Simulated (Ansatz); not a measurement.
## Ta: geometry relaxation (part 1 of 3)

- system: Ta (16 atoms in the cell)
- method: DFT PBEsol, scalar-relativistic, plane waves, PAW, no spin polarisation (Ansatz 0.2.0)

The structure derives from an entry of the Crystallography Open Database. It belongs to a series of runs on one base structure; here: wire along [1 1 1], 16 atoms a period. Figures and captions count atoms from 1; the log counts them from 0 in places.

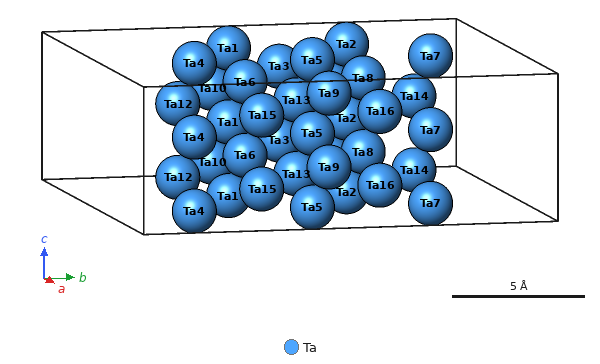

Figure 1. The structure as given in the input (spheres-only view of the 2 repeat of the cell, with the vacuum cut short, seen slightly off an axis; atoms are numbered from 1 in the order of the input). An atom can appear more than once, as a periodic image.

**Input**
```yaml
crystal:
  lattice:
    - [18.4, 0.0, 0.0]
    - [0.0, 18.6, 0.0]
    - [0.0, 0.0, 2.841013246]
  atoms:
    - { symbol: Ta, position: [0.3908206668, 0.3752861504, 0.0] }
    - { symbol: Ta, position: [0.3908206668, 0.6247138496, 0.0] }
    - { symbol: Ta, position: [0.3180344446, 0.5, 0.6666666667] }
    - { symbol: Ta, position: [0.6091793332, 0.2505723009, 0.0] }
    - { symbol: Ta, position: [0.6091793332, 0.5, 0.0] }
    - { symbol: Ta, position: [0.5363931111, 0.3752861504, 0.6666666667] }
    - { symbol: Ta, position: [0.6091793332, 0.7494276991, 0.0] }
    - { symbol: Ta, position: [0.5363931111, 0.6247138496, 0.6666666667] }
    - { symbol: Ta, position: [0.7547517776, 0.5, 0.6666666667] }
    - { symbol: Ta, position: [0.2452482224, 0.3752861504, 0.3333333333] }
    - { symbol: Ta, position: [0.2452482224, 0.6247138496, 0.3333333333] }
    - { symbol: Ta, position: [0.4636068889, 0.2505723009, 0.3333333333] }
    - { symbol: Ta, position: [0.4636068889, 0.5, 0.3333333333] }
    - { symbol: Ta, position: [0.4636068889, 0.7494276991, 0.3333333333] }
    - { symbol: Ta, position: [0.6819655554, 0.3752861504, 0.3333333333] }
    - { symbol: Ta, position: [0.6819655554, 0.6247138496, 0.3333333333] }
basis:
  ecutwfc: 420
kpoints:
  mp_grid: { grid: [1, 1, 19] }
hamiltonian:
  xc: pbesol
scf:
  occupations: { method: gaussian, width: 0.05 }
output:
  forces: true
  stress: true
  eigenvalues: true
  populations: true
  write_density: true
  write_potential: true
  elf: true
  volumetric_format: npy
relax:
  adjacent_minimum: "off"
  f_tol: 0.02
  max_steps: 45
  cell: { fix: [a, b, alpha, beta, gamma], stress_tol: 0.03 }
```

Hardware: 4 threads of Intel Xeon @ 2.50GHz (Skylake/Cascade Lake), 192 GiB of memory available, shared host.

Command:
```bash
ansatz run input.yaml --threads 4 --pin off --max-ram 11264MiB --backend cpu --events-out ev --progress --plain --runs-dir out
```

**The program's output**
```
Engine: ansatz 0.2.0, x86_64-unknown-linux-gnu
Pseudopotentials: kind: paw
Pseudopotential: Ta, paw, valence charge 13, recommended cutoff 420 eV (normal), Ta.paw.azcp
Functional definition: PBEsol
  exchange = pbesol_x
  correlation = pbesol_c
Crystal: 16 atoms, lattice volume = 972.308 Å³
Basis set: ecut = 420 eV, 19027 PW (Γ), exchange–correlation on 250×250×40 points (8 copies of the dense FFT grid, shifted against one another)
Bands: 125, of which v1, the nominal top of the filled ones, is band 104 counted from 1 (103 counted from 0)
Symmetry: 2 space group operations
Space group: Pm (ITA 6), of the structure as read, at distance tolerance 9.9e-5 Å
k-points: 10 of 19 (time reversal used)
Non-local potential: Ta, projectors of the file, l = 0: 3, l = 1: 2, l = 2: 2, l = 3: 1
PAW form: soft (Blöchl's): semilocal exchange-correlation on the pseudo side does not see the compensation charge
PAW frozen core: Ta, regenerated for the run's functional, and the local potential with it (the file was generated under x = pbe(κ = 0.804, μ = 0.2195149727645171), c = pbe(β = 0.06672455060314922))
PAW one-centre angular grid: Ta, 590 points (default); XC on 64 Gauss nodes
Initial density: superposition of atomic densities (neutral atoms: chi_scale 0, normalization atom), corrected by the library's trained network
Initial wavefunctions: pseudopotential atomic-orbital guess
Functional: x = pbesol(κ = 0.804, μ = 0.12345679012345678), c = pbesol(β = 0.046)
SCF iter   1: F=—  HF=-156883.617481 eV  |F-HF|=—  |Δ(HF+E_count)|=         —  Δρ=8.02e-3  dr2=1.20e1  ethr=1.77e-3  ⟨swp⟩=12.3  Hψ=6578  notcnv=0  defer=10
preconditioner: auto → LDOS  [metal: Δε(μ)=0.015 eV  Ē_g=3.246 eV  σ=0.050 eV  W_gap=0.16  n_scr=120 (ndim 8)  ℏωp=10.7 eV  f_vac=0.572  D(μ)=16.34/eV (n_scr^D=88)  β→1.0]
SCF iter   2: F=—  HF=-156883.521569 eV  |F-HF|=—  |Δ(HF+E_count)|=   9.59e-2  Δρ=8.91e-3  dr2=1.32e1  ethr=1.77e-3  ⟨swp⟩=3.0  Hψ=1870  notcnv=0  defer=113
SCF iter   3: F=—  HF=-156883.159317 eV  |F-HF|=—  |Δ(HF+E_count)|=   3.62e-1  Δρ=1.33e-3  dr2=6.12e-2  ethr=1.77e-3  ⟨swp⟩=2.5  Hψ=1446  notcnv=0  defer=113
SCF iter   4: F=—  HF=-156883.165765 eV  |F-HF|=—  |Δ(HF+E_count)|=   6.45e-3  Δρ=5.68e-4  dr2=1.51e-2  ethr=2.94e-5  ⟨swp⟩=2.1  Hψ=1674  notcnv=0  defer=117
SCF iter   5: F=—  HF=-156883.165718 eV  |F-HF|=—  |Δ(HF+E_count)|=   4.70e-5  Δρ=2.82e-4  dr2=8.00e-3  ethr=7.25e-6  ⟨swp⟩=2.2  Hψ=1570  notcnv=0  defer=115
SCF iter   6: F=—  HF=-156883.165737 eV  |F-HF|=—  |Δ(HF+E_count)|=   1.85e-5  Δρ=1.49e-4  dr2=2.28e-3  ethr=3.85e-6  ⟨swp⟩=1.1  Hψ=1136  notcnv=0  defer=115
SCF iter   7: F=—  HF=-156883.165708 eV  |F-HF|=—  |Δ(HF+E_count)|=   2.88e-5  Δρ=4.39e-5  dr2=1.70e-4  ethr=1.10e-6  ⟨swp⟩=1.5  Hψ=1179  notcnv=0  defer=115
SCF iter   8: F=—  HF=-156883.165714 eV  |F-HF|=—  |Δ(HF+E_count)|=   5.84e-6  Δρ=1.10e-5  dr2=3.99e-6  ethr=8.19e-8  ⟨swp⟩=2.0  Hψ=1496  notcnv=0  defer=115
SCF iter   9: F=—  HF=-156883.164619 eV  |F-HF|=—  |Δ(HF+E_count)|=   1.09e-3  Δρ=5.51e-6  dr2=1.44e-6  ethr=1.92e-9  ⟨swp⟩=3.2  Hψ=2253  notcnv=0  defer=115
SCF iter  10: F=—  HF=-156883.164619 eV  |F-HF|=—  |Δ(HF+E_count)|=   2.75e-8  Δρ=1.96e-6  dr2=1.84e-7  ethr=6.94e-10  ⟨swp⟩=2.1  Hψ=1693  notcnv=0  defer=115
SCF iter  11: F=-156883.164619 eV  HF=-156883.164619 eV  |F-HF|=8.32e-9  |Δ(HF+E_count)|=   3.20e-9  Δρ=6.85e-7  dr2=1.43e-8  ethr=4.81e-11  ⟨swp⟩=25.9  Hψ=10798  notcnv=0
SCF 1 converged in 11 iterations: F = -156883.164619 eV  dr2 = 1.43e-8
  greatest PAW one-centre occupation: 1.000 electrons in one spin orbital (limit 2), on the Ta atom at site 7 (counted from 0), in its partial waves of l = 0
relax step   1: F+E_penalty+E_count = -156883.16461942 eV  Δ(F+E_penalty+E_count) = +0.000e0 eV  max|allowed force component| = 1.885e0 eV/Å  Δτ_max = 0.0000 Å  P = -4.339 GPa  Ω = 972.308 Å³  fix = [a, b, alpha, beta, gamma]  reactions: a -4.111, b -3.633 GPa; beta +0.128 GPa/rad  (11 SCF iters, dr2 threshold 1.00e-7 eV, accepted)
Crystal: 16 atoms, lattice volume = 942.672 Å³
Basis set: ecut = 420 eV, 18539 PW (Γ), exchange–correlation on 250×250×40 points (8 copies of the dense FFT grid, shifted against one another)
Initial density: handed on by an earlier stage of this run
Initial wavefunctions: those handed on with the density
iter 1 solved again at ethr=2.93e-3 eV; its pass at ethr=3.10e-3 eV (dr2=6.10e0 eV) is discarded
SCF iter   1: F=—  HF=-156885.717189 eV  |F-HF|=—  |Δ(HF+E_count)|=         —  Δρ=1.28e-2  dr2=6.18e0  ethr=2.93e-3  ⟨swp⟩=1.8  Hψ=7551  notcnv=0
preconditioner: auto → LDOS  [metal: Δε(μ)=0.039 eV  Ē_g=3.554 eV  σ=0.050 eV  W_gap=0.42  n_scr=120 (ndim 8)  ℏωp=10.8 eV  f_vac=0.594  D(μ)=11.92/eV (n_scr^D=60)  β→1.0]
SCF iter   2: F=—  HF=-156886.029570 eV  |F-HF|=—  |Δ(HF+E_count)|=   3.12e-1  Δρ=1.21e-2  dr2=1.13e1  ethr=2.93e-3  ⟨swp⟩=5.2  Hψ=2984  notcnv=0  defer=21
SCF iter   3: F=—  HF=-156884.974380 eV  |F-HF|=—  |Δ(HF+E_count)|=    1.06e0  Δρ=1.72e-3  dr2=9.20e-2  ethr=2.93e-3  ⟨swp⟩=2.8  Hψ=1851  notcnv=0  defer=111
SCF iter   4: F=—  HF=-156884.974028 eV  |F-HF|=—  |Δ(HF+E_count)|=   3.52e-4  Δρ=5.75e-4  dr2=1.40e-2  ethr=4.42e-5  ⟨swp⟩=2.5  Hψ=2337  notcnv=0  defer=121
SCF iter   5: F=—  HF=-156884.974402 eV  |F-HF|=—  |Δ(HF+E_count)|=   3.74e-4  Δρ=2.07e-4  dr2=2.27e-3  ethr=6.73e-6  ⟨swp⟩=2.0  Hψ=1596  notcnv=0  defer=121
SCF iter   6: F=—  HF=-156884.974413 eV  |F-HF|=—  |Δ(HF+E_count)|=   1.11e-5  Δρ=7.59e-5  dr2=4.54e-4  ethr=1.09e-6  ⟨swp⟩=2.0  Hψ=1540  notcnv=0  defer=121
SCF iter   7: F=—  HF=-156884.973289 eV  |F-HF|=—  |Δ(HF+E_count)|=   1.12e-3  Δρ=2.85e-5  dr2=4.24e-5  ethr=2.18e-7  ⟨swp⟩=2.0  Hψ=1518  notcnv=0  defer=121
SCF iter   8: F=—  HF=-156884.973291 eV  |F-HF|=—  |Δ(HF+E_count)|=   1.79e-6  Δρ=1.19e-5  dr2=4.24e-6  ethr=2.04e-8  ⟨swp⟩=2.1  Hψ=1681  notcnv=0  defer=121
SCF iter   9: F=-156884.973291 eV  HF=-156884.973292 eV  |F-HF|=4.58e-7  |Δ(HF+E_count)|=   1.29e-6  Δρ=5.60e-6  dr2=1.10e-6  ethr=7.69e-10  ⟨swp⟩=26.1  Hψ=13295  notcnv=0
SCF 2 converged in 9 iterations: F = -156884.973291 eV  dr2 = 1.10e-6
[... from here on the iterations of each SCF are left out, up to the last one ...]
relax step   2: F+E_penalty+E_count = -156884.97329137 eV  Δ(F+E_penalty+E_count) = -1.809e0 eV  max|allowed force component| = 1.234e0 eV/Å  Δτ_max = 0.1949 Å  P = -0.182 GPa  Ω = 942.672 Å³  energy of the carried Pulay correction = +2.593e-3 eV  fix = [a, b, alpha, beta, gamma]  reactions: a -0.111, b +0.098 GPa; beta +0.192 GPa/rad  (9 SCF iters, dr2 threshold 1.60e-6 eV, accepted)
Crystal: 16 atoms, lattice volume = 940.116 Å³
Basis set: ecut = 420 eV, 18459 PW (Γ), exchange–correlation on 250×250×40 points (8 copies of the dense FFT grid, shifted against one another)
preconditioner: auto → LDOS  [metal: Δε(μ)=0.018 eV  Ē_g=3.527 eV  σ=0.050 eV  W_gap=0.19  n_scr=120 (ndim 8)  ℏωp=10.8 eV  f_vac=0.596  D(μ)=19.93/eV (n_scr^D=100)  β→1.0]
SCF 3 converged in 9 iterations: F = -156885.100972 eV  dr2 = 5.87e-7
relax step   3: F+E_penalty+E_count = -156885.10097193 eV  Δ(F+E_penalty+E_count) = -1.277e-1 eV  max|allowed force component| = 6.610e-1 eV/Å  Δτ_max = 0.1565 Å  P = +0.474 GPa  Ω = 940.116 Å³  energy of the carried Pulay correction = +2.821e-3 eV  fix = [a, b, alpha, beta, gamma]  reactions: a +0.664, b +0.556 GPa; beta +0.103 GPa/rad  (9 SCF iters, dr2 threshold 1.60e-6 eV, accepted)
Crystal: 16 atoms, lattice volume = 927.214 Å³
Basis set: ecut = 420 eV, 18223 PW (Γ), exchange–correlation on 250×250×40 points (8 copies of the dense FFT grid, shifted against one another)
preconditioner: auto → LDOS  [metal: Δε(μ)=0.004 eV  Ē_g=3.448 eV  σ=0.050 eV  W_gap=0.04  n_scr=120 (ndim 8)  ℏωp=10.9 eV  f_vac=0.587  D(μ)=27.74/eV (n_scr^D=146)  β→1.0]
SCF 4 converged in 10 iterations: F = -156885.136894 eV  dr2 = 5.59e-7
relax step   4: F+E_penalty+E_count = -156885.13689442 eV  Δ(F+E_penalty+E_count) = -3.592e-2 eV  max|allowed force component| = 4.692e-1 eV/Å  Δτ_max = 0.2000 Å  P = +0.135 GPa  Ω = 927.214 Å³  energy of the carried Pulay correction = +3.978e-3 eV  fix = [a, b, alpha, beta, gamma]  reactions: a -0.091, b +0.014 GPa; beta -0.144 GPa/rad  (10 SCF iters, dr2 threshold 1.60e-6 eV, accepted)
Crystal: 16 atoms, lattice volume = 935.306 Å³
Basis set: ecut = 420 eV, 18347 PW (Γ), exchange–correlation on 250×250×40 points (8 copies of the dense FFT grid, shifted against one another)
eigensolver tolerance schedule calibrated: the retry pair's looser diagonalisation under-reported the residual by θ = 0.07 (0.11/decade); ethr = c·dr2/N_el runs at the constant in force after the calibration composes with the one it found (an armed cap, an earlier calibration), c = 8.6e-2
preconditioner: auto → LDOS  [metal: Δε(μ)=0.038 eV  Ē_g=3.483 eV  σ=0.050 eV  W_gap=0.41  n_scr=120 (ndim 8)  ℏωp=10.9 eV  f_vac=0.591  D(μ)=19.31/eV (n_scr^D=100)  β→1.0]
SCF 5 converged in 8 iterations: F = -156885.215594 eV  dr2 = 5.71e-7
relax step   5: F+E_penalty+E_count = -156885.21559362 eV  Δ(F+E_penalty+E_count) = -7.870e-2 eV  max|allowed force component| = 1.211e-1 eV/Å  Δτ_max = 0.1268 Å  P = -0.123 GPa  Ω = 935.306 Å³  energy of the carried Pulay correction = +3.250e-3 eV  fix = [a, b, alpha, beta, gamma]  reactions: a -0.059, b -0.060 GPa; beta -0.011 GPa/rad  (8 SCF iters, dr2 threshold 1.60e-6 eV, accepted)
Crystal: 16 atoms, lattice volume = 933.773 Å³
Basis set: ecut = 420 eV, 18327 PW (Γ), exchange–correlation on 250×250×40 points (8 copies of the dense FFT grid, shifted against one another)
preconditioner: auto → LDOS  [metal: Δε(μ)=0.030 eV  Ē_g=3.473 eV  σ=0.050 eV  W_gap=0.32  n_scr=120 (ndim 8)  ℏωp=10.9 eV  f_vac=0.591  D(μ)=22.73/eV (n_scr^D=120)  β→1.0]
SCF 6 converged in 7 iterations: F = -156885.220996 eV  dr2 = 1.30e-7
relax step   6: F+E_penalty+E_count = -156885.22099591 eV  Δ(F+E_penalty+E_count) = -5.402e-3 eV  max|allowed force component| = 3.193e-2 eV/Å  Δτ_max = 0.0361 Å  P = +0.016 GPa  Ω = 933.773 Å³  energy of the carried Pulay correction = +3.388e-3 eV  fix = [a, b, alpha, beta, gamma]  reactions: a +0.040, b +0.052 GPa; beta +0.009 GPa/rad  (7 SCF iters, dr2 threshold 9.16e-7 eV, accepted)
Crystal: 16 atoms, lattice volume = 932.433 Å³
Basis set: ecut = 420 eV, 18303 PW (Γ), exchange–correlation on 250×250×40 points (8 copies of the dense FFT grid, shifted against one another)
preconditioner: auto → LDOS  [metal: Δε(μ)=0.021 eV  Ē_g=3.468 eV  σ=0.050 eV  W_gap=0.23  n_scr=120 (ndim 8)  ℏωp=10.9 eV  f_vac=0.590  D(μ)=23.32/eV (n_scr^D=120)  β→1.0]
SCF 7 converged in 8 iterations: F = -156885.221873 eV  dr2 = 1.10e-8
relax step   7: F+E_penalty+E_count = -156885.22187285 eV  Δ(F+E_penalty+E_count) = -8.769e-4 eV  max|allowed force component| = 1.929e-2 eV/Å  Δτ_max = 0.0112 Å  P = +0.007 GPa  Ω = 932.433 Å³  energy of the carried Pulay correction = +3.508e-3 eV  fix = [a, b, alpha, beta, gamma]  reactions: a -0.005, b -0.004 GPa; beta -0.002 GPa/rad  (8 SCF iters, dr2 threshold 6.37e-8 eV, accepted)
Crystal: 16 atoms, lattice volume = 932.946 Å³
preconditioner: auto → LDOS  [metal: Δε(μ)=0.024 eV  Ē_g=3.470 eV  σ=0.050 eV  W_gap=0.27  n_scr=120 (ndim 8)  ℏωp=10.9 eV  f_vac=0.590  D(μ)=23.04/eV (n_scr^D=120)  β→1.0]
SCF 8 converged in 9 iterations: F = -156885.221239 eV  dr2 = 1.53e-9
relax step   8: F+E_penalty+E_count = -156885.22123879 eV  Δ(F+E_penalty+E_count) = +6.341e-4 eV  max|allowed force component| = 3.877e-2 eV/Å  Δτ_max = 0.0306 Å  P = -0.001 GPa  Ω = 932.946 Å³  energy of the carried Pulay correction = +3.462e-3 eV  fix = [a, b, alpha, beta, gamma]  (9 SCF iters, dr2 threshold 2.57e-9 eV, rejected (line search))
Crystal: 16 atoms, lattice volume = 932.734 Å³
preconditioner: auto → LDOS  [metal: Δε(μ)=0.025 eV  Ē_g=3.470 eV  σ=0.050 eV  W_gap=0.27  n_scr=120 (ndim 8)  ℏωp=10.9 eV  f_vac=0.590  D(μ)=22.77/eV (n_scr^D=120)  β→1.0]
SCF 9 converged in 11 iterations: F = -156885.222151 eV  dr2 = 5.24e-12
relax step   9: F+E_penalty+E_count = -156885.22215143 eV  Δ(F+E_penalty+E_count) = -2.786e-4 eV  max|allowed force component| = 6.507e-3 eV/Å  Δτ_max = 0.0083 Å  P = +0.000 GPa  Ω = 932.734 Å³  energy of the carried Pulay correction = +3.481e-3 eV  fix = [a, b, alpha, beta, gamma]  reactions: a -0.001, b -0.004 GPa; beta +0.003 GPa/rad  (11 SCF iters, accepted)
Initial wavefunctions: pseudopotential atomic-orbital guess (no wavefunctions were taken with the density)
iter 1 solved again at ethr=4.54e-6 eV; its pass at ethr=3.10e-3 eV (dr2=9.45e-3 eV) is discarded
SCF iter   1: F=—  HF=-156885.220661 eV  |F-HF|=—  |Δ(HF+E_count)|=         —  Δρ=3.48e-5  dr2=1.19e-6  ethr=4.54e-6  ⟨swp⟩=4.0  Hψ=9328  notcnv=0
eigensolver tolerance schedule: the retry pair's looser diagonalisation over-reported the residual by 7943.58 of it (diagonalisation noise at an unbounded share of the residual, at the tolerance the schedule requests for it); recorded, not acted on — ethr = c·dr2/N_el stays at c = 1.0e-1
preconditioner: auto → LDOS  [metal: Δε(μ)=0.023 eV  Ē_g=3.470 eV  σ=0.050 eV  W_gap=0.25  n_scr=120 (ndim 8)  ℏωp=10.9 eV  f_vac=0.590  D(μ)=22.91/eV (n_scr^D=120)  β→1.0]
SCF iter   2: F=—  HF=-156885.219573 eV  |F-HF|=—  |Δ(HF+E_count)|=   1.09e-3  Δρ=3.26e-6  dr2=8.12e-8  ethr=5.72e-10  ⟨swp⟩=5.0  Hψ=3764  notcnv=0
SCF iter   3: F=—  HF=-156885.219573 eV  |F-HF|=—  |Δ(HF+E_count)|=   9.31e-9  Δρ=9.11e-7  dr2=1.21e-8  ethr=3.90e-11  ⟨swp⟩=2.7  Hψ=2388  notcnv=0
SCF iter   4: F=—  HF=-156885.219573 eV  |F-HF|=—  |Δ(HF+E_count)|=  6.69e-10  Δρ=3.17e-7  dr2=2.76e-9  ethr=5.83e-12  ⟨swp⟩=2.2  Hψ=2103  notcnv=0
SCF iter   5: F=—  HF=-156885.219573 eV  |F-HF|=—  |Δ(HF+E_count)|=  2.04e-10  Δρ=1.22e-7  dr2=3.19e-10  ethr=1.32e-12  ⟨swp⟩=2.6  Hψ=2206  notcnv=0
SCF iter   6: F=-156885.219573 eV  HF=-156885.219573 eV  |F-HF|=8.73e-11  |Δ(HF+E_count)|=  1.46e-10  Δρ=3.67e-8  dr2=3.51e-11  ethr=1.00e-12  ⟨swp⟩=12.8  Hψ=7495  notcnv=0
SCF 10 converged in 6 iterations: F = -156885.219573 eV  dr2 = 3.51e-11
relax step  10: F+E_penalty+E_count = -156885.21957257 eV  Δ(F+E_penalty+E_count) = +2.579e-3 eV  max|allowed force component| = 6.503e-3 eV/Å  Δτ_max = 0.0000 Å  P = -0.003 GPa  Ω = 932.734 Å³  fix = [a, b, alpha, beta, gamma]  reactions: a -0.002, b -0.004 GPa; beta +0.003 GPa/rad  stress off target by 1.41e-3 GPa on what of the cell is left free  SCF on the basis re-selected at this cell (its energy is not comparable with the rows above)  (6 SCF iters)
```

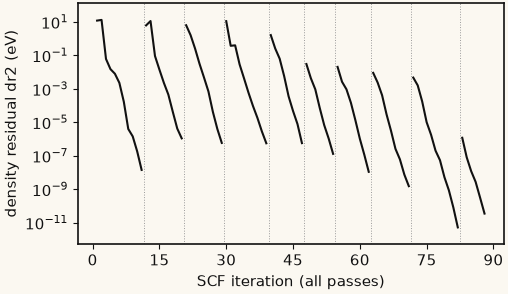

Figure 2. Convergence of the self-consistent field: density residual dr2 against the SCF iteration. The dotted lines part the SCF passes of the relaxation: geometry steps, rejected trials and re-solves on a re-selected basis. The 10 passes take 6 to 11 iterations each, 88 in all.

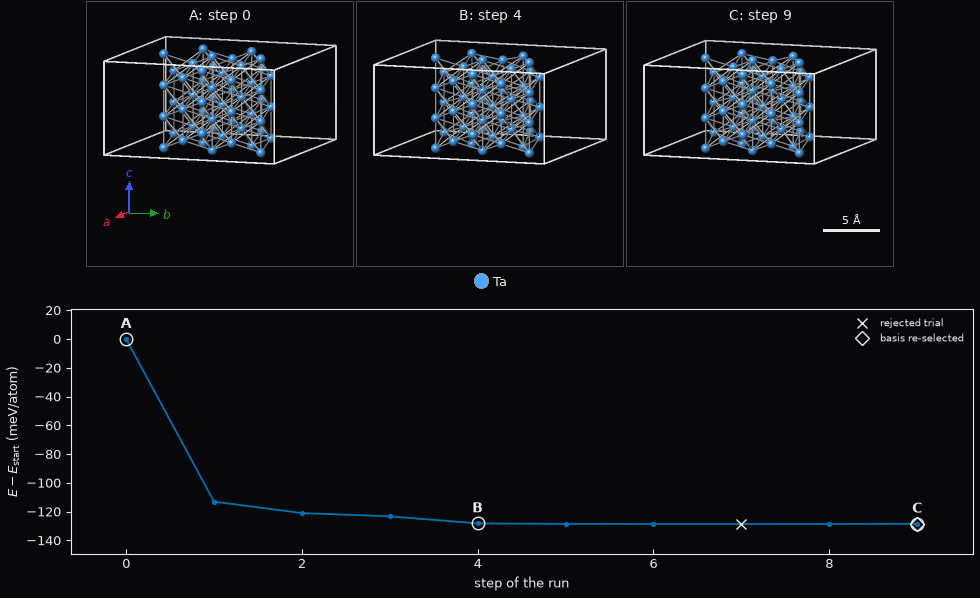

Figure 3. Frames of the relaxation (ball-and-stick view of the 3 repeat of the cell, with the vacuum cut short, seen slightly off an axis) above the curves, on which the letters mark them (the first geometry is step 0 here and step 1 in the log).
